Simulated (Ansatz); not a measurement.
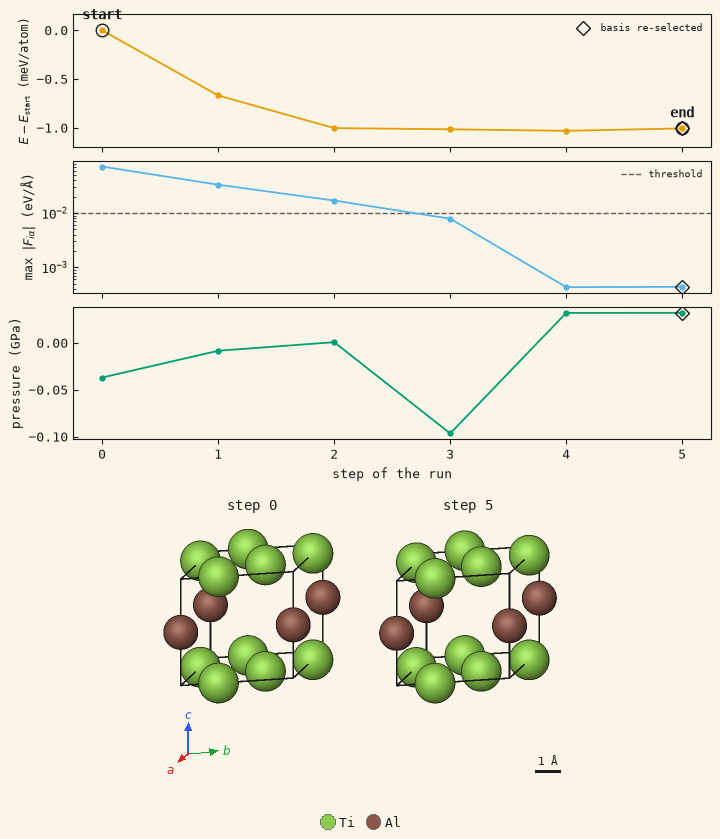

First and last geometry of a relaxation of crystalline Ti3Al (a generated structure, set up in P-62m), with the history of the run. Style: spheres-only. Shown: the cell of the calculation, slightly off an axis.

These are results of DFT PBE, scalar-relativistic, plane waves, PAW (Ansatz 0.2.0), not measurements. Settings: plane-wave cutoff 420 eV; k-point mesh 12 × 12 × 10; occupations gaussian; smearing width 0.1 eV; no spin polarisation; cell and atoms relaxed; force threshold 0.01 eV/Å; at most 80 steps.

### What do the curves and the structures tell?

It converged. The largest moves relative to the cell, 0.023 Å, are those of Ti atoms. Al stays in place. The drawn cell changes as follows: a = b 4.755 → 4.773 Å (+0.4 %), c 4.476 → 4.406 Å (−1.6 %); the volume changes by −0.9 %. Some distances before and after: Ti–Ti 2.762 → 2.813 Å, Al–Ti 2.748 → 2.737 Å, Ti–Ti 2.737 → 2.728 Å. The space group stays P-62m (No. 189). After 4 accepted moves (5 points after the start) the energy has fallen by 1.0 meV per atom. Largest force component: 0.072 eV/Å at the start, 0.00044 eV/Å at the end. The pressure goes from −0.04 to 0.03 GPa. The SCF was repeated once at an unchanged geometry on a basis and grid sized afresh for the cell, which shifted the energy by less than 0.05 meV per atom at most.

```tsv
step	E − E(0), meV/atom	largest force component, eV/Å	pressure, GPa	volume, Å³/atom	note
0	0.00	0.0719	-0.04	21.917	
1	-0.67	0.0333	-0.01	21.843	
2	-1.00	0.0170	0.00	21.766	
3	-1.01	0.0079	-0.10	21.772	
4	-1.03	0.0004	0.03	21.728	
5	-1.01	0.0004	0.03	21.728	same geometry, new basis
```
